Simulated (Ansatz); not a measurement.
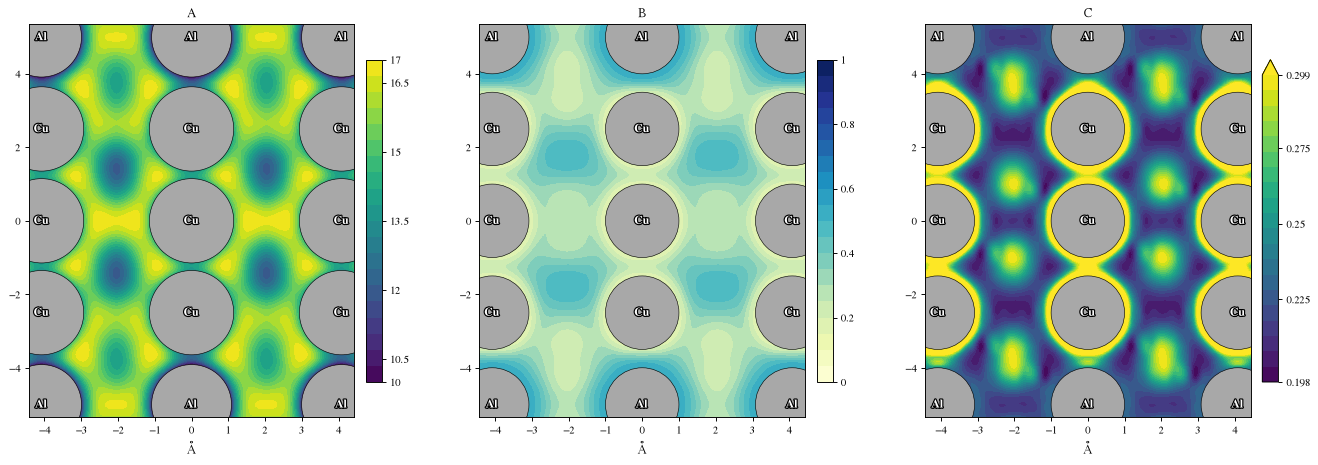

AlCu₃: 3 fields on the (010) plane of the calculation cell, with unlabelled colour scales. Grey discs cover the atomic cores.

Space group Fm-3m; a structure from a database of computed crystals, not necessarily the ambient phase; computed without spin polarisation.

These are results of DFT PBEsol, scalar-relativistic, plane waves, PAW (Ansatz 0.2.0), not measurements.

Which field does each panel show? The fields are: electron localisation function, electrostatic potential energy of an electron and valence pseudo-density.

Panel A: electrostatic potential energy of an electron (low next to the atoms, rising into the space between them). Panel B: electron localisation function. Panel C: valence pseudo-density. From the grid: Al–Cu (2.50 Å): ρ is about 0.28 e/Å³ halfway; the ELF is about 0.40 at the midpoint. Cu–Cu (2.50 Å): ρ is about 0.33 e/Å³ halfway; the ELF is about 0.25 at the midpoint: no shared electron pair shows on this line.
